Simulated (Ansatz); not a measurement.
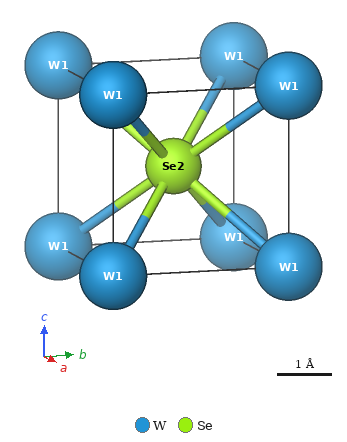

The input geometry (ball-and-stick view of the cell of the calculation, seen slightly off an axis; atoms are numbered from 1 in the order of the input). An atom can appear more than once, as a periodic image. Near neighbours in the periodic cell (some may lie outside the picture): W has 8 Se at 2.99 Å; Se has 8 W at 2.99 Å.

Run report: WSe, single-point calculation

System: WSe (Pm-3m, 2 atoms in the cell).
Method: DFT PBE+U, scalar-relativistic, plane waves, PAW, Ueff = 6.2 eV on W d, spin-polarised (Ansatz 0.2.0).

The structure was built on a prototype by a generator; it need not be a known phase. It belongs to a series of runs on one base structure; here: volume fm: 0.92 V/V0. Figures and captions count atoms from 1; the log counts them from 0 in places.

## Log
```
W: projections on atomic orbitals take those of the free atom [Kr 4d10 4f14] 5s2 5p6 5d4 6s2, of charge +0.00 (hamiltonian.pseudopotentials.projection_atoms); the dataset's partial waves leave at most 6.5e-5 of an orbital's norm unspanned inside its sphere
Se: projections on atomic orbitals take those of the free atom [Ar] 3d10 4s2 4p4, of charge +0.00 (hamiltonian.pseudopotentials.projection_atoms); the dataset's partial waves leave at most 2.3e-6 of an orbital's norm unspanned inside its sphere
Engine: ansatz 0.2.0, x86_64-unknown-linux-gnu
Pseudopotentials: kind: paw
Pseudopotential: W, paw, valence charge 14, recommended cutoff 420 eV (normal), W.paw.azcp
Pseudopotential: Se, paw, valence charge 16, recommended cutoff 420 eV (normal), Se.paw.azcp
Functional definition: PBE
  parameter kappa = 0.804
  parameter beta = 0.06672455060314922
  exchange = pbe_x(kappa = kappa, mu = beta*pi^2/3)
  correlation = pbe_c(beta = beta)
Crystal: 2 atoms, lattice volume = 41.114 Å³
Basis set: ecut = 420 eV, 799 PW (Γ), exchange–correlation on 48×48×48 points (8 copies of the dense FFT grid, shifted against one another)
Bands: 20, of which v1, the nominal top of the filled ones, is band 15 counted from 1 (14 counted from 0)
Symmetry: 48 space group operations
Space group: Pm-3m (ITA 221), of the structure as read, at distance tolerance 3.5e-5 Å
Magnetic group: BNS 221.92 (UNI 1594), of the structure as read, at distance tolerance 3.5e-5 Å
k-points: 84 of 1728
Non-local potential: W, projectors of the file, l = 0: 3, l = 1: 2, l = 2: 2, l = 3: 1
Non-local potential: Se, projectors of the file, l = 0: 2, l = 1: 2, l = 2: 3, l = 3: 1
PAW form: soft (Blöchl's): semilocal exchange-correlation on the pseudo side does not see the compensation charge
PAW one-centre angular grid: W, 590 points (default); XC on 64 Gauss nodes
PAW one-centre angular grid: Se, 590 points (default); XC on 64 Gauss nodes
Initial density: superposition of atomic densities (chi_scale 0.1, normalization cell)
Starting moments: Σ|m| = 1 μB on 1 of 2 sites
Initial wavefunctions: pseudopotential atomic-orbital guess
Functional: x = pbe(κ = 0.804, μ = 0.2195149727645171), c = pbe(β = 0.06672455060314922)
iter 1 solved again at ethr=1.86e-3 eV; its pass at ethr=3.10e-3 eV (dr2=5.58e-1 eV) is discarded
SCF iter   1: F=—  HF=-15844.366269 eV  |F-HF|=—  |Δ(HF+E_count)|=         —  Δρ=3.19e-2 (↑1.86e-2 ↓3.19e-2)  dr2=5.59e-1  dr2_m=1.77e-1  M=1.819 μB ∫|m|=1.917 μB  β_m=1.00  ethr=1.86e-3  ⟨swp⟩=1.0  Hψ=19400  notcnv=0
preconditioner: auto → Kerker (q_TF=auto, 2.589 Å⁻¹)  [metal: Δε(μ)=0.031 eV  Ē_g=8.045 eV  σ=0.100 eV  W_gap=0.17  n_scr=18 (ndim 8)  ℏωp=20.1 eV  f_vac=0.000  D(μ)=1.16/eV (n_scr^D=6)]
spin=Collinear: Kerker preconditioning applied to the charge; magnetization (m = ρ↑ − ρ↓) channel mixes plain (no charge-response kernel on spin).
SCF iter   2: F=—  HF=-15844.963635 eV  |F-HF|=—  |Δ(HF+E_count)|=   5.97e-1  Δρ=1.62e-2 (↑9.21e-3 ↓1.62e-2)  dr2=1.09e-1  dr2_m=4.40e-2  M=2.122 μB ∫|m|=2.458 μB  β_m=1.00  ethr=1.86e-3  ⟨swp⟩=2.0  Hψ=5126  notcnv=0
SCF iter   3: F=—  HF=-15845.355807 eV  |F-HF|=—  |Δ(HF+E_count)|=   3.92e-1  Δρ=8.30e-3 (↑8.30e-3 ↓7.03e-3)  dr2=1.66e-2  dr2_m=1.65e-2  M=2.247 μB ∫|m|=2.791 μB  β_m=1.00  ethr=3.63e-4  ⟨swp⟩=2.1  Hψ=5713  notcnv=0  defer=55
SCF iter   4: F=—  HF=-15845.629398 eV  |F-HF|=—  |Δ(HF+E_count)|=   2.74e-1  Δρ=6.15e-3 (↑6.15e-3 ↓3.80e-3)  dr2=7.07e-3  dr2_m=8.74e-3  M=2.376 μB ∫|m|=3.038 μB  β_m=1.00  ethr=5.52e-5  ⟨swp⟩=2.7  Hψ=6521  notcnv=0  defer=69
SCF iter   5: F=—  HF=-15845.808050 eV  |F-HF|=—  |Δ(HF+E_count)|=   1.79e-1  Δρ=6.19e-3 (↑6.19e-3 ↓2.98e-3)  dr2=1.40e-2  dr2_m=6.83e-3  M=2.515 μB ∫|m|=3.242 μB  β_m=1.00  ethr=2.36e-5  ⟨swp⟩=2.4  Hψ=5702  notcnv=0  defer=65
SCF iter   6: F=—  HF=-15845.940192 eV  |F-HF|=—  |Δ(HF+E_count)|=   1.32e-1  Δρ=7.84e-3 (↑7.84e-3 ↓4.16e-3)  dr2=2.33e-2  dr2_m=1.12e-2  M=2.717 μB ∫|m|=3.471 μB  β_m=1.00  ethr=2.36e-5  ⟨swp⟩=2.1  Hψ=4517  notcnv=0  defer=66
SCF iter   7: F=—  HF=-15846.089471 eV  |F-HF|=—  |Δ(HF+E_count)|=   1.49e-1  Δρ=1.54e-2 (↑1.54e-2 ↓9.25e-3)  dr2=6.74e-2  dr2_m=5.00e-2  M=3.169 μB ∫|m|=3.905 μB  β_m=1.00  ethr=2.36e-5  ⟨swp⟩=2.1  Hψ=4650  notcnv=0  defer=66
SCF iter   8: F=—  HF=-15846.442164 eV  |F-HF|=—  |Δ(HF+E_count)|=   3.53e-1  Δρ=1.90e-2 (↑1.90e-2 ↓1.01e-2)  dr2=1.31e-1  dr2_m=6.45e-2  M=3.675 μB ∫|m|=4.393 μB  β_m=1.00  ethr=2.36e-5  ⟨swp⟩=2.0  Hψ=6975  notcnv=0  defer=71
SCF iter   9: F=—  HF=-15846.887467 eV  |F-HF|=—  |Δ(HF+E_count)|=   4.45e-1  Δρ=1.54e-2 (↑1.54e-2 ↓7.38e-3)  dr2=2.31e-1  dr2_m=1.63e-2  M=3.861 μB ∫|m|=4.615 μB  β_m=1.00  ethr=2.36e-5  ⟨swp⟩=2.0  Hψ=6402  notcnv=0  defer=83
SCF iter  10: F=—  HF=-15847.152054 eV  |F-HF|=—  |Δ(HF+E_count)|=   2.65e-1  Δρ=1.45e-2 (↑1.45e-2 ↓8.75e-3)  dr2=2.88e-1  dr2_m=5.82e-3  M=3.900 μB ∫|m|=4.697 μB  β_m=1.00  ethr=2.36e-5  ⟨swp⟩=1.7  Hψ=4942  notcnv=0  defer=83
SCF iter  11: F=—  HF=-15847.293018 eV  |F-HF|=—  |Δ(HF+E_count)|=   1.41e-1  Δρ=1.48e-2 (↑1.48e-2 ↓9.31e-3)  dr2=3.20e-1  dr2_m=4.81e-3  M=3.927 μB ∫|m|=4.749 μB  β_m=0.30  ethr=2.36e-5  ⟨swp⟩=1.6  Hψ=3778  notcnv=0  defer=83
Mixer restart at iter 11: flushing history
spin-set hold released at iteration 11 (site moments contracting): the magnetisation degrees of freedom join the quasi-Newton model from the next iteration; the mixer history was flushed
SCF iter  12: F=—  HF=-15847.317248 eV  |F-HF|=—  |Δ(HF+E_count)|=   2.42e-2  Δρ=1.04e-2 (↑1.04e-2 ↓7.87e-3)  dr2=1.80e-1  dr2_m=1.81e-3  M=3.941 μB ∫|m|=4.757 μB  β_m=0.65  ethr=2.36e-5  ⟨swp⟩=2.0  Hψ=6720  notcnv=0  defer=82
SCF iter  13: F=—  HF=-15847.347323 eV  |F-HF|=—  |Δ(HF+E_count)|=   3.01e-2  Δρ=2.45e-3 (↑2.04e-3 ↓2.45e-3)  dr2=5.36e-3  dr2_m=6.75e-4  M=3.978 μB ∫|m|=4.778 μB  β_m=0.82  ethr=2.36e-5  ⟨swp⟩=2.8  Hψ=7357  notcnv=0  defer=84
SCF iter  14: F=—  HF=-15847.351601 eV  |F-HF|=—  |Δ(HF+E_count)|=   4.28e-3  Δρ=4.73e-4 (↑2.91e-4 ↓4.73e-4)  dr2=2.48e-4  dr2_m=8.98e-6  M=3.979 μB ∫|m|=4.787 μB  β_m=0.91  ethr=1.79e-5  ⟨swp⟩=2.1  Hψ=5373  notcnv=0  defer=89
SCF iter  15: F=—  HF=-15847.351792 eV  |F-HF|=—  |Δ(HF+E_count)|=   1.91e-4  Δρ=1.49e-4 (↑1.49e-4 ↓1.47e-4)  dr2=1.81e-5  dr2_m=3.13e-6  M=3.980 μB ∫|m|=4.792 μB  β_m=0.96  ethr=8.25e-7  ⟨swp⟩=2.0  Hψ=5646  notcnv=0  defer=89
SCF iter  16: F=—  HF=-15847.351816 eV  |F-HF|=—  |Δ(HF+E_count)|=   2.41e-5  Δρ=6.07e-5 (↑6.07e-5 ↓3.93e-5)  dr2=3.91e-6  dr2_m=2.24e-7  M=3.980 μB ∫|m|=4.793 μB  β_m=0.81  ethr=6.04e-8  ⟨swp⟩=2.0  Hψ=5697  notcnv=0  defer=86
SCF iter  17: F=—  HF=-15847.351812 eV  |F-HF|=—  |Δ(HF+E_count)|=   4.20e-6  Δρ=1.56e-5 (↑1.56e-5 ↓1.51e-5)  dr2=2.36e-7  dr2_m=1.55e-8  M=3.980 μB ∫|m|=4.793 μB  β_m=0.91  ethr=1.30e-8  ⟨swp⟩=2.0  Hψ=5610  notcnv=0  defer=86
SCF iter  18: F=-15847.351812 eV  HF=-15847.351812 eV  |F-HF|=9.93e-9  |Δ(HF+E_count)|=   4.06e-7  Δρ=2.93e-6 (↑2.75e-6 ↓2.93e-6)  dr2=9.48e-9  dr2_m=3.06e-10  M=3.980 μB ∫|m|=4.794 μB  ethr=3.33e-10  ⟨swp⟩=10.5  Hψ=21401  notcnv=0
SCF 1 converged in 18 iterations: F = -15847.351812 eV  dr2 = 9.48e-9
  greatest PAW one-centre occupation: 1.000 electrons in one spin orbital (limit 2), on the Se atom at site 1 (counted from 0), in its partial waves of l = 2
```

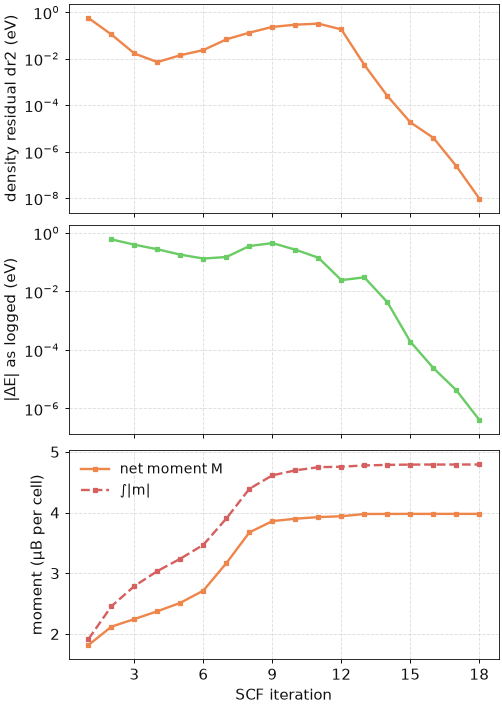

Convergence of the self-consistent field: density residual dr2, size of the energy change and magnetic moment against the SCF iteration. The residual comes down, with one marked jump up, by a factor of about 3, at step 7. The net moment goes from 1.8 to 4.0 μB per cell.

```
SCF converged after 18 iterations
Magnetization: 3.9805 μB (16.9902 up, 13.0098 down)
Absolute magnetization: 4.7702 μB (∫|ρ↑−ρ↓|, with the PAW one-centre terms)
Spin contamination: 0.3169 ħ² per cell (⟨S²⟩ above its minimum at these occupations)
Per-site moments (μB) at R_I (Å): [(3.4237546067756317, 1.2329618993029754), (-0.37106915197792667, 1.2329618993029754)]
Free energy (F): -15847.351812 eV
Harris-Foulkes:  -15847.351812 eV  (|F-HF|=9.93e-9)
Internal energy: -15847.349937 eV  (E = F + TS)
E sigma→0 (E₀):  -15847.350875 eV
Entropy (-TS):   -0.001876 eV (-0.938 meV/atom)
Fermi energy:    14.654187 eV
--- Per-component energies (eV) ---
  E_band       = -487.777020
  E_kinetic    = 573.382800
  E_local      = -2908.886159  (includes V_loc(G=0)·N_el)
  E_nonlocal   = -588.957912
  E_hartree    = 1346.995328
  E_xc         = -370.662396
  E_vxc        = -336.438479  (∫ρ·V_xc dr)
  E_hubbard    = 2.164036  (on-site DFT+U / exact-exchange correction)
  E_vhub       = -10.666559  (the Hubbard potential's part of the band-sum identity)
  E_paw        = -10476.647040  (= ΣΔE_a)
  E_vpaw       = 89.795941  (= ΣTr[D̂ρ^β])
  E_aug_tail   = -0.000620  (compensation charges beyond the density's cutoff)
  E_ewald      = -3424.737972
  E_smearing   = -0.001876  (= −TS)
  E_closure    = -0.000000  (closes the sum)
  Σ components = -15847.351812   (vs F -15847.351812, Δ=0.00e0)
--- Forces (eV/Å), atoms counted from 1 ---
  atom   1  W     -0.00000000     0.00000000     0.00000000
  atom   2  Se     0.00000000    -0.00000000     0.00000000
  max |Σ_I F_I| component: 5.11e-30 eV/Å
--- Stress (GPa, compression-positive) ---
        7.284862      -0.000000       0.000000
       -0.000000       7.284862       0.000000
        0.000000       0.000000       7.284862
  P = ⅓ Tr σ = 7.2849 GPa (72.849 kbar)
--- Band table (eV; the first three rows and the last of 168) ---
  k-point 0 ↑: bands = ["-59.5813", "-33.8442", "-33.8442", "-33.8442", "-33.8436", "-33.8436", "-24.1347", "-24.1347", "-24.1347", "-0.4540", "8.2775", "8.2775", "12.3037", "12.3037", "12.3037", "12.6330", "12.6330", "12.6330", "13.2549", "23.1170"]
  k-point 1 ↑: bands = ["-59.5812", "-33.8443", "-33.8443", "-33.8442", "-33.8435", "-33.8434", "-24.1417", "-24.1342", "-24.1342", "-0.3886", "8.2685", "8.3117", "11.7171", "11.7171", "11.7795", "12.3175", "13.2726", "13.2726", "14.2265", "22.8074"]
  k-point 2 ↑: bands = ["-59.5812", "-33.8443", "-33.8443", "-33.8442", "-33.8434", "-33.8429", "-24.1605", "-24.1327", "-24.1327", "-0.2007", "8.0747", "8.4078", "11.0746", "11.0746", "11.1416", "12.3554", "14.0763", "14.0763", "15.3627", "22.0878"]
  k-point 83 ↓: bands = ["-58.0018", "-33.8988", "-33.8988", "-33.8988", "-33.8977", "-33.8977", "-22.0622", "-22.0622", "-22.0622", "1.7205", "9.6177", "9.6177", "9.6177", "17.6049", "17.6049", "17.6049", "20.8940", "21.3876", "21.3876", "21.3876"]
Occupation matrices written to [file]
--- Löwdin populations: 2 sites ---
  site symbol       q [e]    m [muB]
     0      W     13.4489     4.4093
     1     Se     16.4048    -0.5291
  spilling = 0.004878 (of n_electrons = 30.000000)
```

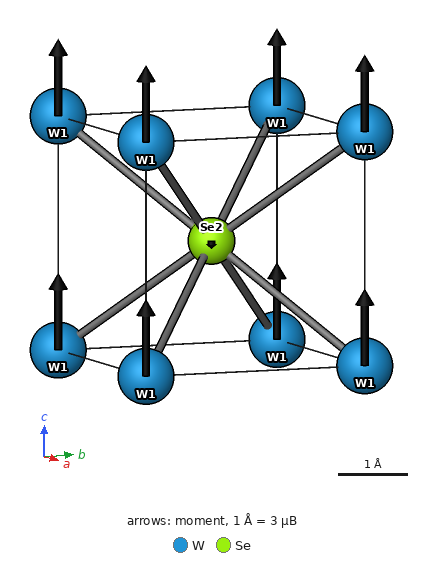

Magnetic moments of the sites as black arrows (ball-and-stick view of the cell of the calculation, seen slightly off an axis; atoms are numbered from 1 in the order of the input); small moments hardly show. The run is collinear, so the axis drawn is arbitrary. Site moments: W1 (3.42 μB); Se2 (−0.37 μB). They are counted near the atoms and needn't add up to the moment of the cell.

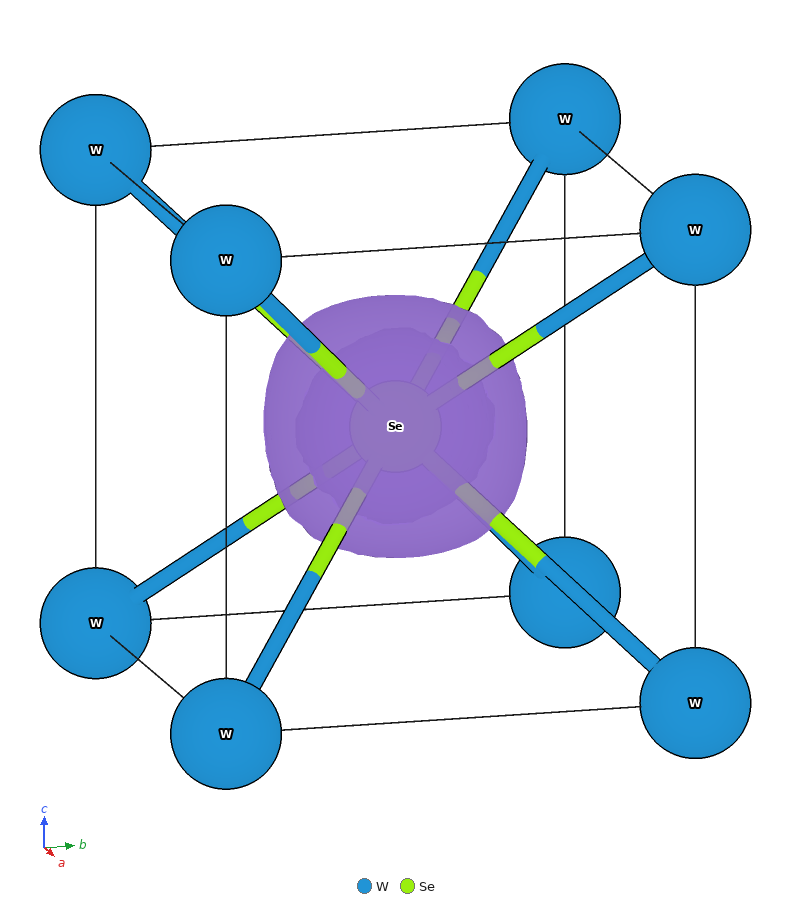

Isosurface of the ELF at 0.75 (purple), seen slightly off an axis. Core shells and regions of very low density are left out. Sticks mark near contacts. The outline is the cell set on symmetry axes of the magnetic structure. Values along the shortest contacts: W–Se (2.99 Å): the ELF peaks at about 0.80 in the valence shell of Se, 0.8 Å from its nucleus, and drops to about 0.25 between the two atoms. In a PAW calculation such maps are meaningful between the atoms, not at the nuclei.

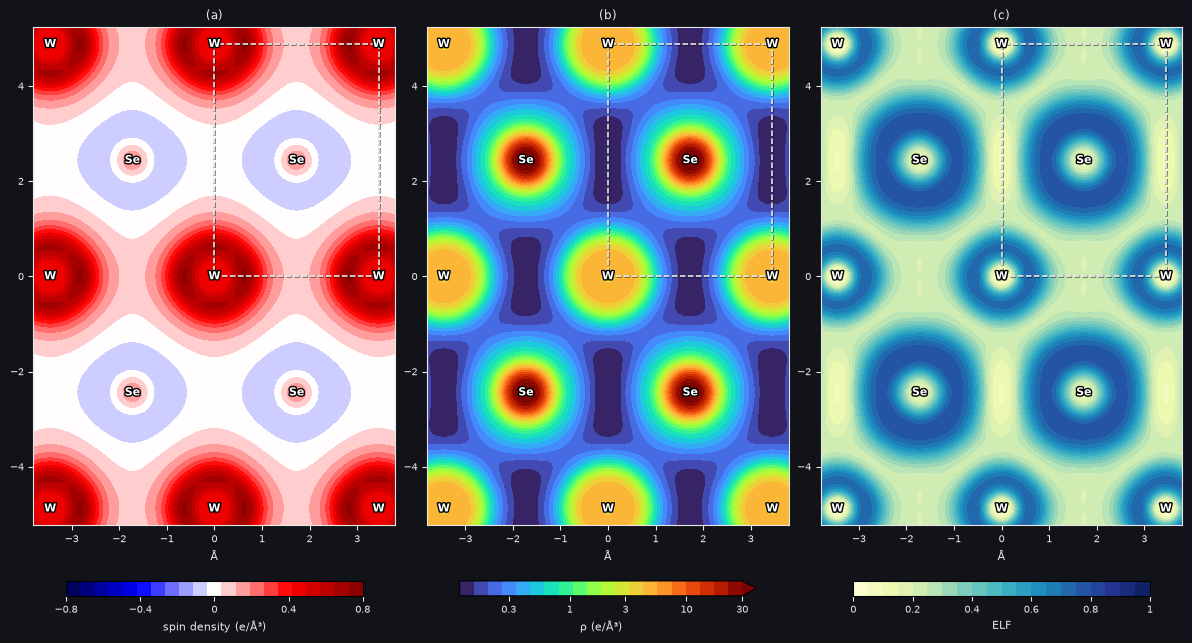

(a) spin density (up minus down); (b) valence pseudo-density; (c) ELF on the (101) plane of the conventional cell of the magnetic structure. W–Se (2.99 Å): ρ is about 0.24 e/Å³ halfway; the ELF peaks at about 0.80 in the valence shell of Se, 0.8 Å from its nucleus, and drops to about 0.25 between the two atoms. Away from the nuclei the density in this plane falls to 0.11 e/Å³ at its lowest. The strong features right at W lie inside the PAW spheres (semicore, d or f shells) and say nothing about bonding. The cell of the calculation (2 atoms) carries 4.0 μB net.

This output came from the following input.

## Input file
```yaml
crystal:
  lattice:
    - [3.4513982277, 0.0, 0.0]
    - [0.0, 3.4513982277, 0.0]
    - [0.0, 0.0, 3.4513982277]
  atoms:
    - { symbol: W, position: [0.0, 0.0, 0.0], spin: 1.0 }
    - { symbol: Se, position: [0.5, 0.5, 0.5] }
basis:
  ecutwfc: 420
kpoints:
  mp_grid: { grid: [12, 12, 12] }
hamiltonian:
  xc: pbe
  hubbard: { sites: [{ species: W, l: d, u_eff: 6.2 }] }
scf:
  occupations: { method: gaussian, width: 0.1 }
output:
  forces: true
  stress: true
  eigenvalues: true
  populations: true
  write_density: true
  write_potential: true
  elf: true
  volumetric_format: npy
magnetization:
  spin_polarized: true
```

Launched with:
```bash
ansatz run input.yaml --threads 1 --pin off --max-ram 2560MiB --backend cpu --events-out ev --progress --plain --runs-dir out
```

## Summary

```tsv
quantity	value
outcome	converged
space group (tolerance 0.01 Å)	Pm-3m (221)
electrons treated	30
free energy	−15847.3518 eV
Fermi energy	14.654 eV
gap on the k-point mesh	none (metallic)
net moment of the cell	3.98 μB
integrated absolute moment	4.77 μB
pressure	7.28 GPa
largest force (length of the vector)	under 0.001 eV/Å
hardware	1 thread of Intel Xeon @ 2.50GHz (Skylake/Cascade Lake), 192 GiB of memory available, shared host
wall time	26 s
peak memory	0.5 GiB
```

## Remarks

The electronic state found may not be the lowest one. Spin–orbit coupling is left out, which matters for W. The cell is under a pressure of 7.3 GPa at this level, so it is not at its equilibrium volume.
